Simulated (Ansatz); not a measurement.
Cu: geometry relaxation (part 2 of 2)

Cu (I4/mmm, 1 atom in the cell); DFT PBE, scalar-relativistic, plane waves, PAW, PAW set soft_1, no spin polarisation (Ansatz 0.2.0); cutoff 520 eV, 20×20×20 k-mesh, Gaussian smearing of 0.1 eV. The structure derives from a Materials Project entry.

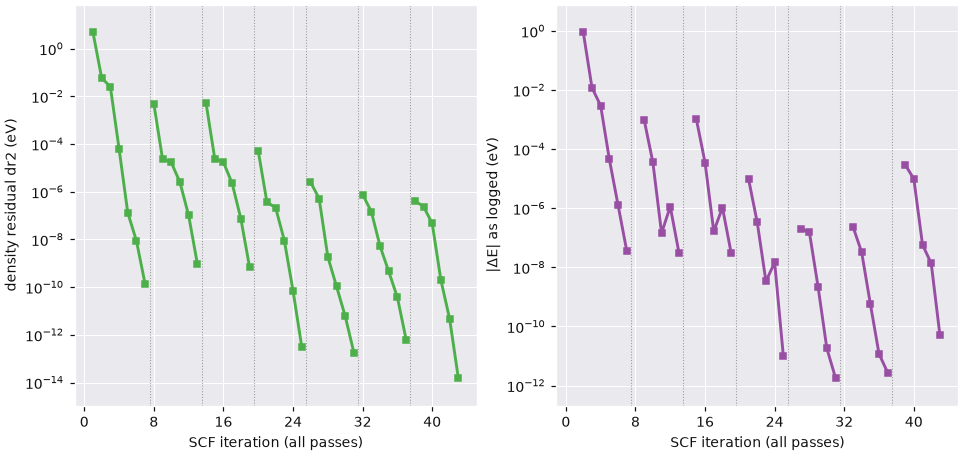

**Figure 1.** Convergence of the self-consistent field: density residual dr2 and size of the energy change against the SCF iteration. The dotted lines part the SCF passes of the relaxation: geometry steps, rejected trials and re-solves on a re-selected basis. The 7 passes take 6 to 7 iterations each, 43 in all.

```
basis re-selected at this cell: Δ(F+E_penalty+E_count) = -1.425e-4 eV, ΔP = +0.018 GPa vs the last step (what re-selecting the basis moved, of the pressure what is left beyond the Pulay correction that the steps carried, after the strain that the cell walked since its last selection, with what the two solves' SCF thresholds leave and, on support functions, any second-order correction that the steps lacked; it is no measure of the basis error at this ecutwfc). This SCF's stress stands 4.50e-2 GPa from its target on what of the cell is left free (relax.cell.stress_tol is 5.00e-2 GPa) and its largest allowed force component is 0.00e0 eV/Å (relax.f_tol is 5.00e-3 eV/Å): within both
SCF converged after 6 iterations
Free energy (F): -6625.149629 eV
Harris-Foulkes:  -6625.149629 eV  (|F-HF|=9.09e-13)
Internal energy: -6625.147355 eV  (E = F + TS)
E sigma→0 (E₀):  -6625.148492 eV
Entropy (-TS):   -0.002275 eV (-2.275 meV/atom)
Fermi energy:    16.016228 eV
--- Per-component energies (eV) ---
  E_band       = -372.921662
  E_kinetic    = 261.176561
  E_local      = -4534.478289  (includes V_loc(G=0)·N_el)
  E_nonlocal   = 891.387911
  E_hartree    = 1920.575355
  E_xc         = -68.799682
  E_vxc        = -88.830155  (∫ρ·V_xc dr)
  E_paw        = -1815.989900  (= ΣΔE_a)
  E_vpaw       = -743.328789  (= ΣTr[D̂ρ^β])
  E_aug_tail   = 0.000380  (compensation charges beyond the density's cutoff)
  E_ewald      = -3279.019691
  E_smearing   = -0.002275  (= −TS)
  E_closure    = 0.000000  (closes the sum)
  Σ components = -6625.149629   (vs F -6625.149629, Δ=0.00e0)
--- Forces (eV/Å), atoms counted from 1 ---
  atom   1  Cu    -0.00000000    -0.00000000    -0.00000000
  max |Σ_I F_I| component: 1.08e-31 eV/Å
--- Stress (GPa, compression-positive) ---
        0.045031      -0.000000      -0.000000
       -0.000000       0.045031      -0.000000
       -0.000000       0.000000      -0.024085
  P = ⅓ Tr σ = 0.0220 GPa (0.220 kbar)
--- Band table (eV; the first three rows and the last of 641) ---
  k-point 0: bands = ["-96.5289", "-53.8466", "-53.8413", "-53.8413", "6.7397", "12.8244", "13.0757", "13.0757", "13.8282", "14.0947", "40.1937", "40.1937", "41.9673", "43.7848"]
  k-point 1: bands = ["-96.5286", "-53.8474", "-53.8439", "-53.8412", "6.8309", "12.8269", "13.0610", "13.1102", "13.8105", "14.0919", "38.7814", "40.2115", "41.6986", "42.8099"]
  k-point 2: bands = ["-96.5276", "-53.8513", "-53.8498", "-53.8410", "7.1021", "12.8318", "13.0184", "13.2115", "13.7642", "14.0841", "36.2824", "40.0179", "41.1068", "41.8665"]
  k-point 640: bands = ["-96.5034", "-53.9244", "-53.9244", "-53.9166", "11.4473", "11.5033", "14.5126", "14.5126", "14.5772", "23.3293", "23.3293", "25.7550", "28.8807", "29.4633"]
--- Relaxed structure (6 steps of the walk, 6 accepted, 1 SCFs on fresh bases) ---
  F+E_penalty+E_count = -6625.14962926 eV   max|allowed force component| = 0.000e0 eV/Å   (the final SCF, on the basis selected at the relaxed cell)
  cell:  # Å, volume = 11.9984 Å³
    - [-1.4732621047892114, 1.4732621047892114, 1.3819816208157838]
    - [1.4732621047892114, -1.4732621047892114, 1.3819816208157838]
    - [1.4732621047892114, 1.4732621047892114, -1.3819816208157838]
  atoms:
    - { symbol: Cu, position: [0.0, 0.0, 0.0] }
```

## Trajectory as extended XYZ (Å, eV, eV/Å), 7 frames, from step=1 to step=7
```
1
Lattice="-1.4428 1.4428 1.3761 1.4428 -1.4428 1.3761 1.4428 1.4428 -1.3761" Properties=species:S:1:pos:R:3:forces:R:3 step=1 energy=-6625.13784 pressure_GPa=7.18
Cu    0.0000    0.0000    0.0000    0.0000   0.0000   0.0000
1
Lattice="-1.4542 1.4542 1.3844 1.4542 -1.4542 1.3844 1.4542 1.4542 -1.3844" Properties=species:S:1:pos:R:3:forces:R:3 step=2 energy=-6625.14624 pressure_GPa=3.56
Cu    0.0000    0.0000    0.0000    0.0000   0.0000   0.0000
1
Lattice="-1.4671 1.4671 1.3906 1.4671 -1.4671 1.3906 1.4671 1.4671 -1.3906" Properties=species:S:1:pos:R:3:forces:R:3 step=3 energy=-6625.14936 pressure_GPa=0.27
Cu    0.0000    0.0000    0.0000    0.0000   0.0000   0.0000
1
Lattice="-1.4694 1.4694 1.3893 1.4694 -1.4694 1.3893 1.4694 1.4694 -1.3893" Properties=species:S:1:pos:R:3:forces:R:3 step=4 energy=-6625.14942 pressure_GPa=-0.02
Cu    0.0000    0.0000    0.0000    0.0000   0.0000   0.0000
1
Lattice="-1.4719 1.4719 1.3845 1.4719 -1.4719 1.3845 1.4719 1.4719 -1.3845" Properties=species:S:1:pos:R:3:forces:R:3 step=5 energy=-6625.14947 pressure_GPa=-0.00
Cu    0.0000    0.0000    0.0000    0.0000   0.0000   0.0000
1
Lattice="-1.4733 1.4733 1.3820 1.4733 -1.4733 1.3820 1.4733 1.4733 -1.3820" Properties=species:S:1:pos:R:3:forces:R:3 step=6 energy=-6625.14949 pressure_GPa=0.00
Cu    0.0000    0.0000    0.0000    0.0000   0.0000   0.0000
1
Lattice="-1.4733 1.4733 1.3820 1.4733 -1.4733 1.3820 1.4733 1.4733 -1.3820" Properties=species:S:1:pos:R:3:forces:R:3 step=7 energy=-6625.14963 pressure_GPa=0.02
Cu    0.0000    0.0000    0.0000    0.0000   0.0000   0.0000
```

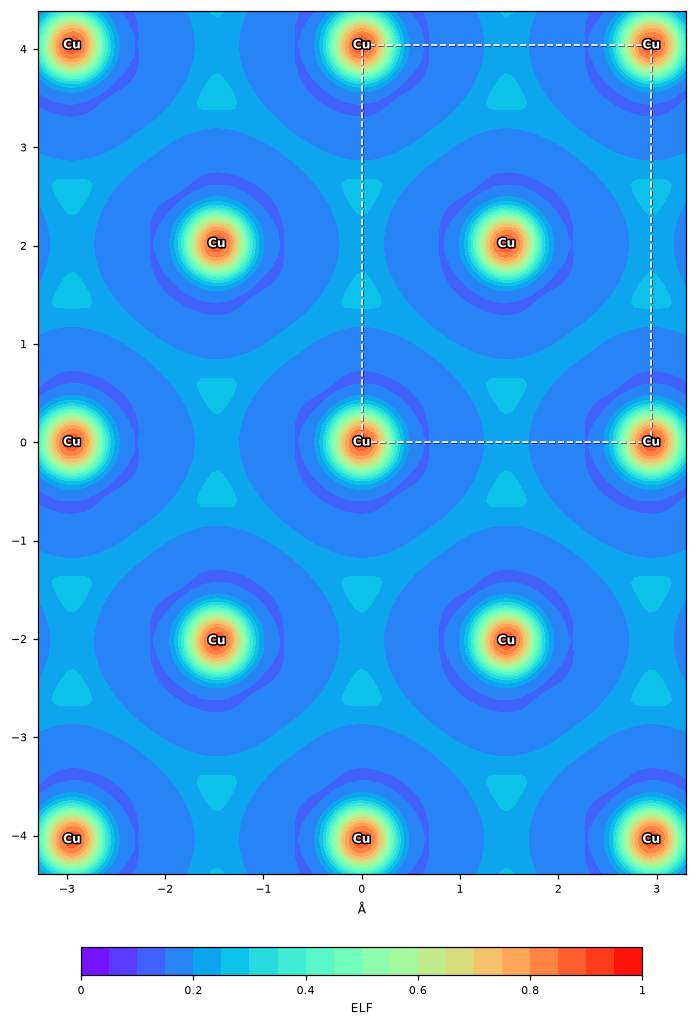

**Figure 2.** Electron localisation function on the (011̄) plane of the conventional cell. The section cuts through Cu sites. Cu–Cu (2.50 Å): the ELF is about 0.20 at the midpoint; no shared electron pair. The strong features right at Cu lie inside the PAW spheres (semicore, d or f shells) and say nothing about bonding. The fields are those of the smooth PAW valence density.

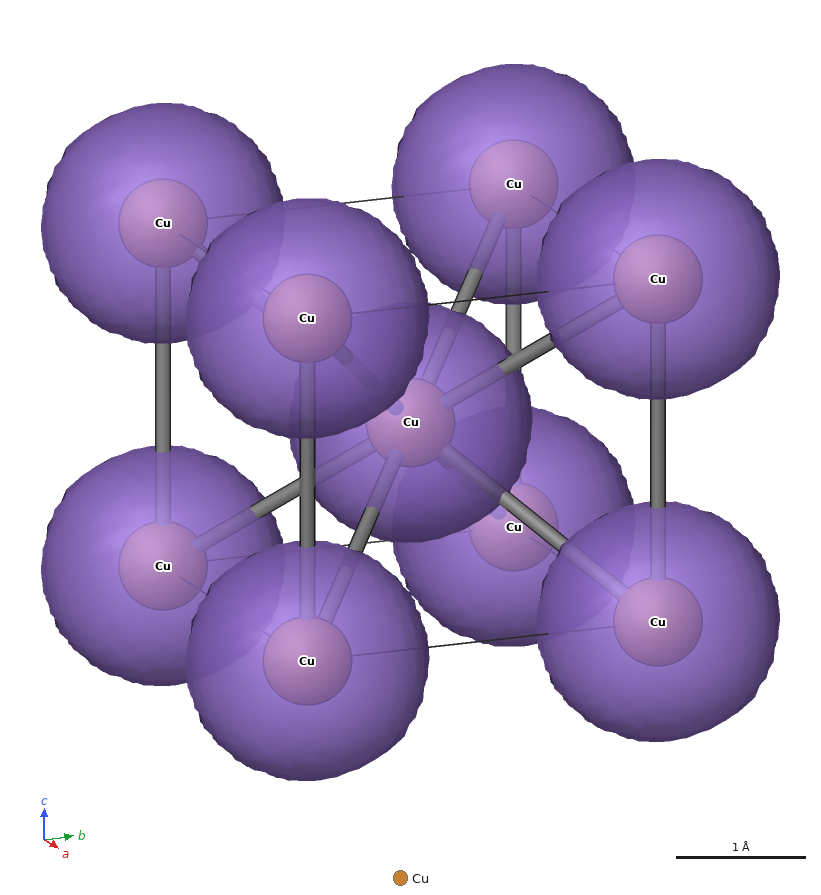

**Figure 3.** Isosurface of the valence pseudo-density at 0.5 e/Å³ (purple), seen slightly off an axis. Sticks mark near contacts. The outline is the cell set on symmetry axes. At this value the density breaks into separate islands; it holds about 90 % of the electrons treated as valence (semicore included). It is pinched off along the Cu–Cu (2.50 Å) and Cu–Cu (2.76 Å) contacts. On the grid the lowest density along these lines, outside the cores, is 0.28 e/Å³ (Cu–Cu, 2.50 Å) and 0.21 e/Å³ (Cu–Cu, 2.76 Å).

The run was set up as follows.

## Input
```yaml
crystal:
  lattice:
    - [-1.44279332, 1.44279332, 1.37608145]
    - [1.44279332, -1.44279332, 1.37608145]
    - [1.44279332, 1.44279332, -1.37608145]
  atoms:
    - { symbol: Cu, position: [0.0, 0.0, 0.0] }
basis:
  ecutwfc: 520.0
kpoints:
  mp_grid: { grid: [20, 20, 20] }
hamiltonian:
  xc: pbe
  pseudopotentials: { kind: paw, azcp: { folder: soft_1 } }
scf:
  occupations: { method: gaussian, width: 0.1 }
output:
  forces: true
  stress: true
  eigenvalues: true
  write_density: true
  write_potential: true
  elf: true
  volumetric_format: npy
relax:
  adjacent_minimum: "off"
  f_tol: 0.005
  max_steps: 80
  cell: { stress_tol: 0.05 }
```

Run as:
```bash
ansatz run input.yaml --threads 2 --pin off --max-ram 4096MiB --backend cpu --events-out ev --progress --plain --runs-dir out
```

## Key numbers

| quantity | value |
| --- | --- |
| outcome | converged |
| space group (tolerance 0.01 Å) | I4/mmm (139) |
| electrons treated | 19 |
| free energy | −6625.1496 eV |
| Fermi energy | 16.016 eV |
| gap on the k-point mesh | none (metallic) |
| pressure | 0.02 GPa |
| final volume | 12.00 Å³ |
| largest force (length of the vector) at the end | under 0.001 eV/Å |
| final cell | a = 2.500 Å, b = 2.500 Å, c = 2.500 Å, α = 107.79°, β = 107.79°, γ = 112.89° |
| hardware | 2 threads of Arm Neoverse N1, 98 GiB of memory available, shared host |
| wall time | 54 s (CPU time 1.7 min) |
| peak memory | 0.43 GiB |
